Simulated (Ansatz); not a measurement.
# A series of single points on Si

System: Si (P6/mmm, 1 atom in the cell).
Method: Kohn-Sham DFT of a periodic cell, PBE, all-electron LAPW, scalar-relativistic, no spin polarisation (Ansatz 0.2.0).

The 7 runs differ only in the geometry, by an even scaling of the cell at fixed fractional positions. The structure derives from a Materials Project entry.

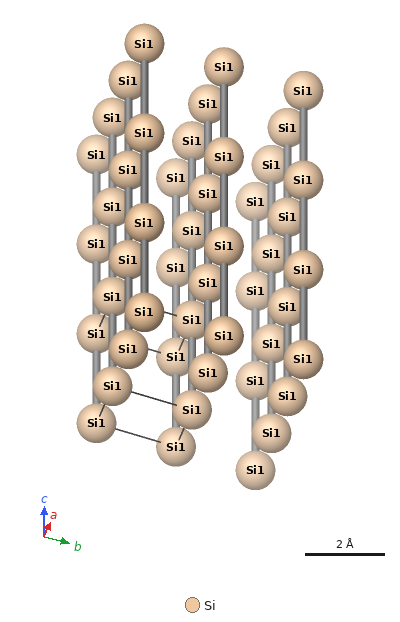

Figure 1. The structure of run 4 (ball-and-stick view of the cell of the calculation, repeated 3 × 2 × 3, seen at an oblique angle; atoms are numbered from 1 in the order of the input).

**Input of run 4**
```yaml
crystal:
  lattice:
    - [2.6205428149, 0.0, 0.0]
    - [-1.3102714075, 2.2694566494, 0.0]
    - [0.0, 0.0, 2.46635439]
  atoms:
    - { symbol: Si, position: [0.0, 0.0, 0.0] }
kpoints:
  mp_grid: { grid: [12, 12, 11] }
scf:
  occupations: { method: fermi_dirac, width: 0.05 }
hamiltonian:
  xc: pbe
  pseudopotentials: { kind: all_electron, lapw: { basis_error: 0.0005 } }
output:
  forces: true
  stress: true
  eigenvalues: true
```

Command:
```bash
ansatz run input.yaml --threads 1 --pin off --max-ram 3072MiB --backend cpu --events-out ev --progress --plain --runs-dir out
```

Lattice vectors (Å) and fractional positions of run 4:
```
   2.620543    0.000000    0.000000
  -1.310271    2.269457    0.000000
   0.000000    0.000000    2.466354
Si  0.000000  0.000000  0.000000
```

Run 2 differs from it as follows:
```diff
-    - [2.6205428149, 0.0, 0.0]
-    - [-1.3102714075, 2.2694566494, 0.0]
-    - [0.0, 0.0, 2.46635439]
+    - [2.5851257326, 0.0, 0.0]
+    - [-1.2925628663, 2.2387845564, 0.0]
+    - [0.0, 0.0, 2.4330211905]
```

**Results, with one run withheld**

```tsv
run	volume per atom (Å³)	free energy per atom, from the lowest run given (meV)	pressure (GPa)
1	13.788	43.00	11.76
2	14.081	?	?
3	14.375	11.48	5.68
4	14.668	3.50	3.10
5	14.961	0.00	0.78
6	15.255	0.52	−1.30
7	15.548	4.62	−3.14
```

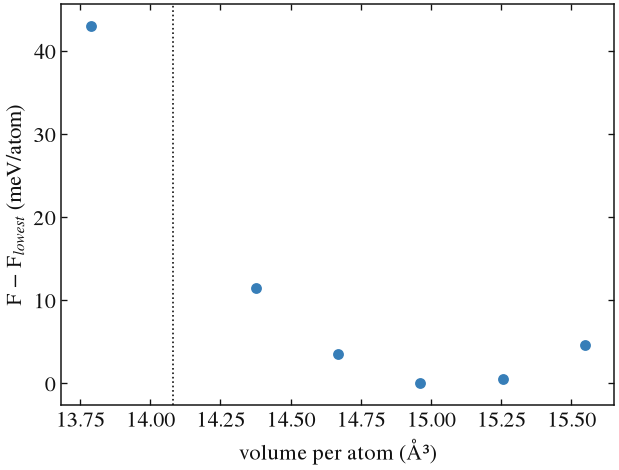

Figure 2. Free energy per atom of the runs given; the dotted line marks run 2.

What should run 2 give?

A cubic polynomial in V^(−2/3) (the Birch–Murnaghan form), fitted to the 6 runs given, misses them by at most 0.01 meV per atom. With x = V^(−2/3) − 0.16629 Å⁻², it reads F = 2.1434 + 2030.1 x + 4.3119e+05 x² + 7.3086e+05 x³ (meV per atom). At run 2 it gives 24.48 meV per atom, and the run itself gives 24.46. The slope of the fit gives a pressure −dF/dV of 8.55 GPa there, and the run prints 8.56 GPa. The fit has its minimum at 15.068 Å³ per atom, where V d²F/dV² gives 108 GPa. Cell shape and fractional positions are held, so this is the stiffness under even scaling; the relaxed bulk modulus wasn't computed.

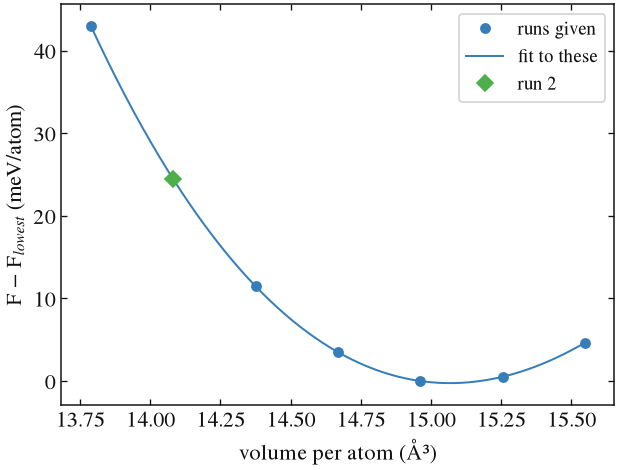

Figure 3. The fit and the withheld run.

**Output, shortened to warnings, some set-up lines, iterations and results (run 2)**
```
Basis set: ecut = 219.11761705893238 eV, 95 PW (Γ), exchange–correlation at level 2
Symmetry: 24 space group operations
k-points: 114 of 1584
Initial density: superposition of atomic densities (chi_scale 0.1, normalization cell)
[...]
SCF iter   1: F=—  HF=-7891.949348 eV  |F-HF|=—  |Δ(HF+E_count)|=         —  Δρ=2.15e-2  dr2=3.34e-2  ethr=2.78e-4  ⟨swp⟩=3.0  Hψ=8544  notcnv=0
SCF iter   2: F=—  HF=-7891.944826 eV  |F-HF|=—  |Δ(HF+E_count)|=   4.52e-3  Δρ=1.38e-2  dr2=1.52e-2  ethr=2.78e-4  ⟨swp⟩=2.0  Hψ=3203  notcnv=0
SCF iter   3: F=—  HF=-7891.944924 eV  |F-HF|=—  |Δ(HF+E_count)|=   9.82e-5  Δρ=1.27e-3  dr2=1.39e-4  ethr=1.16e-6  ⟨swp⟩=2.0  Hψ=5512  notcnv=0
SCF iter   4: F=—  HF=-7891.944941 eV  |F-HF|=—  |Δ(HF+E_count)|=         —  Δρ=1.57e-4  dr2=2.07e-6  ethr=1.16e-6  ⟨swp⟩=2.0  Hψ=2996  notcnv=0
SCF iter   5: F=-7891.944941 eV  HF=-7891.944941 eV  |F-HF|=4.60e-8  |Δ(HF+E_count)|=   1.83e-7  Δρ=2.16e-5  dr2=3.61e-8  ethr=1.72e-8  ⟨swp⟩=2.0  Hψ=2997  notcnv=0
SCF 1 converged in 5 iterations: F = -7891.944941 eV  dr2 = 3.61e-8
SCF converged after 5 iterations
Free energy (F): -7891.944941 eV
Harris-Foulkes:  -7891.944941 eV  (|F-HF|=4.60e-8)
Internal energy: -7891.941845 eV  (E = F + TS)
E sigma→0 (E₀):  -7891.943393 eV
Entropy (-TS):   -0.003096 eV (-3.096 meV/atom)
Fermi energy:    12.540269 eV
--- Per-component energies (eV) ---
  E_band       = -683.515747
  E_kinetic    = 7916.004274
  E_xc         = -569.112432
  E_electrostatic = -15238.833686  (all electrons and nuclei)
  E_smearing   = -0.003096  (= −TS)
  E_closure    = 0.000000  (closes the sum)
  E_atoms      = -7886.856883  (free atoms, spherical and without spin; not in F)
  Σ components = -7891.944941   (vs F -7891.944941, Δ=0.00e0)
  Basis errors (estimates in eV, not in F): energy 2.1e-4 per atom: plane waves 1.9e-4 (1.0e-4 summed), levels above the bands 1.3e-110, relativity 7.5e-9, radial functions 2.0e-5, core shells 8.5e-13; eigenvalues (radial functions only) 4.0e-6; not estimated: angular momenta, meshes, grids; target …
--- Forces (eV/Å), atoms counted from 1 ---
  atom   1  Si    -0.00000000     0.00000000     0.00000000
  max |Σ_I F_I| component: 2.07e-31 eV/Å
--- Stress (GPa, compression-positive) ---
        6.806326       0.000000      -0.000000
       -0.000000       6.806326       0.000000
       -0.000000       0.000000      12.061994
  P = ⅓ Tr σ = 8.5582 GPa (85.582 kbar)
```
